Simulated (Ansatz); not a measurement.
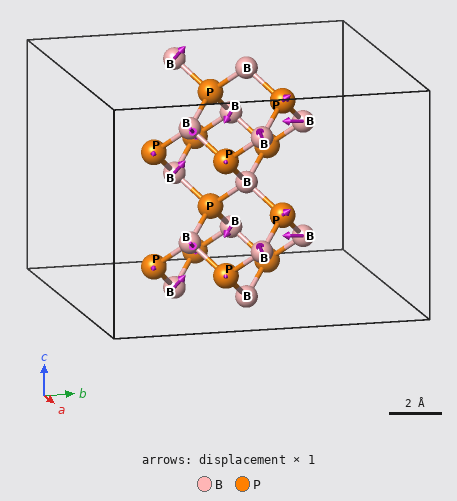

A relaxation of a wire of composition BP. The starting structure is drawn; purple arrows show the displacements (the part carried along by the change of the cell is left out), at their true length.

Style: ball-and-stick. Shown: the 2 repeat of the cell, with the vacuum cut short, slightly off an axis.

Case: wire along [0 0 1], 12 atoms a period.

All numbers below come from Ansatz 0.2.0, DFT PBE, scalar-relativistic, plane waves, PAW. Settings: plane-wave cutoff 420 eV; k-point mesh 1 × 1 × 7; occupations gaussian; smearing width 0.05 eV; collinear spin; cell relaxed at fixed a, b, alpha, beta, gamma; force threshold 0.02 eV/Å; at most 45 steps.

Which element moves most?

Answer. Boron: up to 0.90 Å, against 0.48 Å for phosphorus.

Describe the change and its energy.

Answer. The largest moves relative to the centre of the atoms, 0.90 Å, are those of B atoms. By element the largest moves are B 0.90 Å, P 0.48 Å. Along the periodic axis the drawn cell goes c 9.097 → 9.063 Å (−0.4 %). Among the contacts that change: B–B 3.216 → 1.786 Å, B–B 3.216 → 2.047 Å, B–B 3.216 → 2.233 Å, B–P 1.969 → 2.102 Å. Bond angles that change, for instance: P–B–P 109.5° → 175.5°, B–P–B 109.5° → 57.9°, B–P–B 109.5° → 65.6°. Over 13 accepted moves (16 points after the start) the energy falls by 5.444 eV per cell of the calculation. Largest force component: 2.3 eV/Å at the start, 0.014 eV/Å at the end. The line search rejected the trial steps at points 6, 11 of the run. At 1 point the geometry stayed and the basis and grid were re-selected for the new cell (energy shift of 0.3 meV per cell of the calculation at most each time). The program noted that the starting moments weren't kept.
